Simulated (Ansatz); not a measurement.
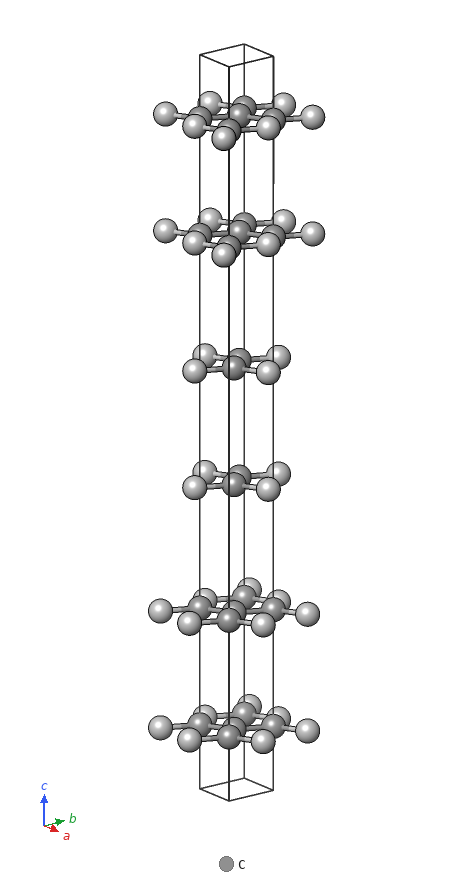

C, space group R-3m (No. 166), a = 2.466 Å, b = 2.466 Å, c = 24.848 Å, α = 90.00°, β = 90.00°, γ = 120.00°. Shown here is a ball-and-stick view of the crystal, taken slightly off an axis. One conventional unit cell is framed, with atoms on its boundary repeated. Periodic images bonded to atoms of the box are shown as well, in fainter colours. The cell is a structure listed in the Materials Project. This isn't the form of C at room conditions, which is graphite.

One fixed geometry was run with a growing share of exact exchange in a hybrid functional, screened with ω = 0.2 Å⁻¹. Alike in all runs: Ansatz 0.2.0; functional HSE06 form with a typed share of exact exchange; potentials Ansatz PAW; cutoff 420 eV; k mesh 6 × 6 × 6 on the run's cell of 4 atoms; occupations fermi-dirac, width 0.05 eV; no spin polarisation; no spin-orbit coupling.

| share of exact exchange | gap (eV) | pressure (GPa) |
| --- | --- | --- |
| 0.05 | 0.19 | -0.7 |
| 0.10 | 0.21 | -1.7 |
| 0.15 | 0.22 | -2.6 |
| 0.20 | 0.24 | -3.6 |
| 0.25 | 0.25 | -4.5 |
| 0.30 | 0.27 | -5.4 |
| 0.40 | ? | ? |
| 0.50 | 0.34 | -9.0 |

Question: Fit a straight line to the gaps given and fill in the missing row.

Answer: The line is gap = 0.18 eV + 0.32 eV × share, which gives 0.30 eV at 0.40. The run gave 0.30 eV and a pressure of -7.3 GPa.

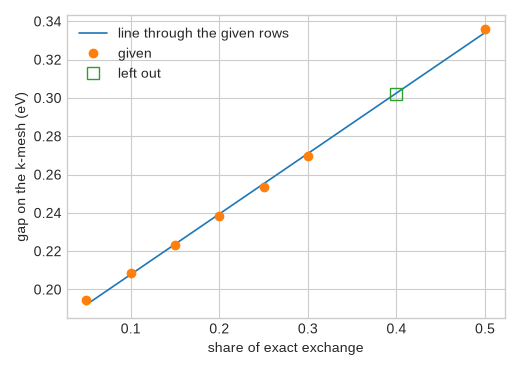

Gap against the share of exact exchange. Gaps are the least found on the k-mesh, which can miss the band edges.

Caveat: the k mesh is coarse (spacing up to 0.49 Å⁻¹), so the values aren't converged, least of all with exact exchange; the pressure holds a Pulay correction of +0.4 GPa for the finite cutoff; the PAW data sets were made with another functional, which shifts forces and pressure a little; gaps of a few tenths of an eV or less are fragile: at this level of theory the bands may already be inverted off the mesh, while the real compound's gap is often wider than semilocal functionals give.
